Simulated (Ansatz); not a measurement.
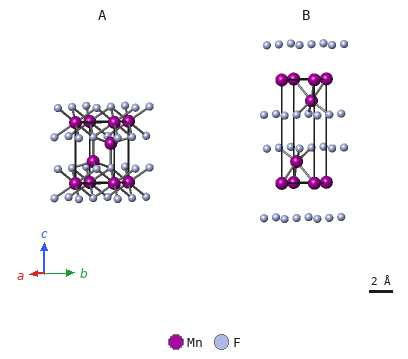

Two geometries of crystalline Mn₃F₂ (built on the A-type sesquioxide_164 type) (coarse preliminary run), drawn at one scale. One is the start of a relaxation, the other its converged end. Style: ball-and-stick. Shown: the cell of the calculation, from a free direction.

These are results of DFT PBE, scalar-relativistic, plane waves, PAW (Ansatz 0.2.0), not measurements. (plane-wave cutoff 420 eV; k-point mesh 6 × 6 × 4; occupations gaussian; smearing width 0.1 eV; collinear spin; cell and atoms relaxed; force threshold 0.04 eV/Å; at most 70 steps)

Q: Which one is relaxed?

A: Structure B is the relaxed one. Case: anti-A-type sesquioxide type (P-3m1, No. 164). The largest moves relative to the cell, 1.37 Å, are those of Mn atoms. By element the largest moves are Mn 1.37 Å, F 0.87 Å. The drawn cell changes as follows: a = b 3.524 → 2.965 Å (−15.9 %), c 5.483 → 9.294 Å (+69.5 %); the volume changes by +20.0 %. Near-neighbour distances that change, for instance: Mn–Mn 2.582 → 5.694 Å, F–Mn 2.193 → 4.211 Å, F–Mn 2.438 → 3.586 Å, Mn–Mn 2.816 → 2.581 Å. Bonds break: F–Mn (2.19 → 4.21 Å). Among the angles between lasting bonds that change: F–Mn–F 112.3° → 89.7°, Mn–F–Mn 112.3° → 89.7°. The space group stays P-3m1 (No. 164). Over 31 accepted moves (37 points after the start) the energy falls by 1065 meV per atom. The largest force component goes from 0.73 to 0.0012 eV/Å. The pressure goes from 22.16 to 0.05 GPa. The line search rejected the trial step at point 20 of the run. The SCF was repeated 5 times at an unchanged geometry on a basis and grid sized afresh for the cell, which shifted the energy by 62.3 meV per atom at most. The program noted that the starting moments weren't kept. The run may lie on a higher electronic state than the lowest, so the end point isn't shown to be the ground-state structure.
